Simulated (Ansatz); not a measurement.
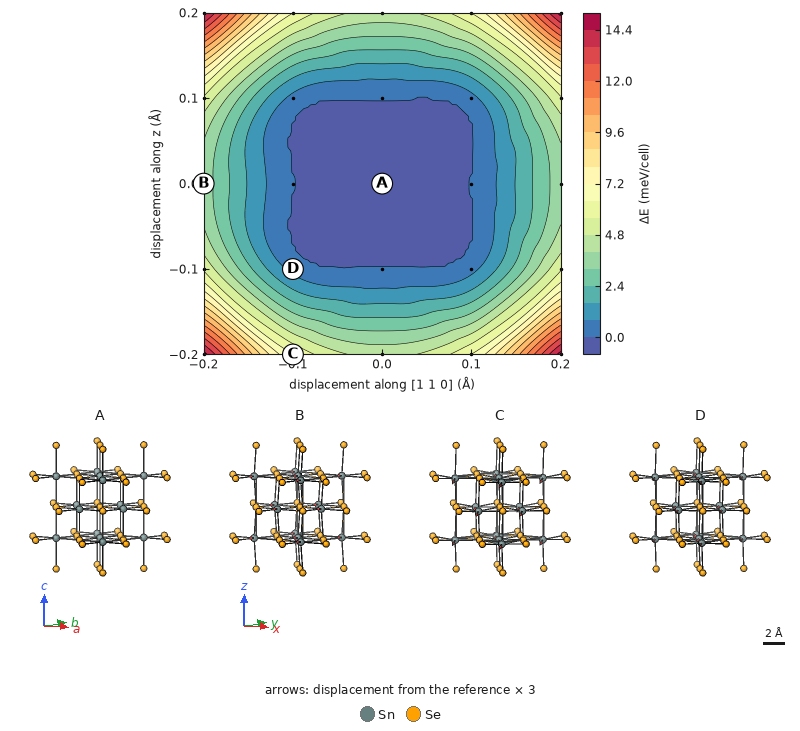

A scan of a crystal of SnSe (Fm-3m): the Sn atom (one in each cell of 2 atoms) is moved over the plane of the Cartesian directions [1 1 0] and z, all else fixed. The map is interpolated between the computed points (dots). The lettered frames are marked on it. A ball-and-stick model of the conventional cell (4 times the calculation's cell), seen nearly along the normal of the scanned plane. Red arrows: displacements from the reference. Lengths and directions refer to the drawn axes.

These are results of DFT PBEsol, scalar-relativistic, plane waves, PAW in Ansatz 0.2.0, not measurements. Settings: plane-wave cutoff 420 eV; k-point mesh 8 × 8 × 8; occupations gaussian; smearing width 0.05 eV; no spin polarisation. Energies (free energies at the smearing named) are counted from the cell as listed in its source, which wasn't relaxed.

### Describe the energy landscape.

In pairs of (displacement along [1 1 0] (Å); displacement along z (Å)): the lowest computed points lie at (0.00, 0.00), (−0.10, 0.00), (0.00, −0.10), (0.10, 0.00) (0.0 meV/cell), the highest at (−0.20, −0.20), (0.20, 0.20), (0.20, −0.20), (−0.20, 0.20) (14.7 meV/cell). The frames lie at A (0.00, 0.00): 0.0 meV/cell, B (−0.20, 0.00): 3.7 meV/cell, C (−0.10, −0.20): 6.4 meV/cell, D (−0.10, −0.10): 0.6 meV/cell.
